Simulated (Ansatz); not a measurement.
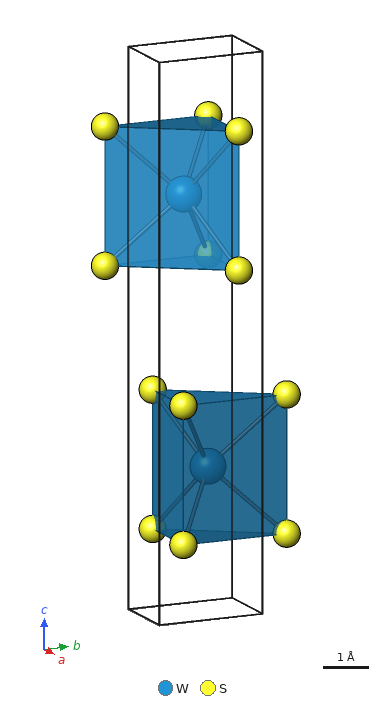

We look at a polyhedral model of the crystal slightly off an axis. The frame is the unit cell; atoms at its boundary are shown with their periodic copies. Some neighbours outside the box are added.

WS2, a = 3.08 Å, b = 3.14 Å, c = 12.74 Å, α = 90.00°, β = 90.00°, γ = 119.38°.

All computed values are from Ansatz, DFT PBEsol, scalar-relativistic, plane waves, PAW. Settings: wavefunction cutoff 420 eV, a 12×12×2 k-point grid, Gaussian smearing of 0.02 eV, no spin polarisation.

**Is it conducting or gapped at this level?**

A semiconductor at this level, with a gap of 1.12 eV.

**What pressure does the calculation give for this cell?**

The computed pressure is 1.7 GPa (compressed: it would expand). The stress isn't hydrostatic: its largest component is 5.0 GPa.

The structure comes from a structure listed in the Materials Project. The cell was then strained or its atoms displaced on purpose. It went into a calculation with Ansatz.
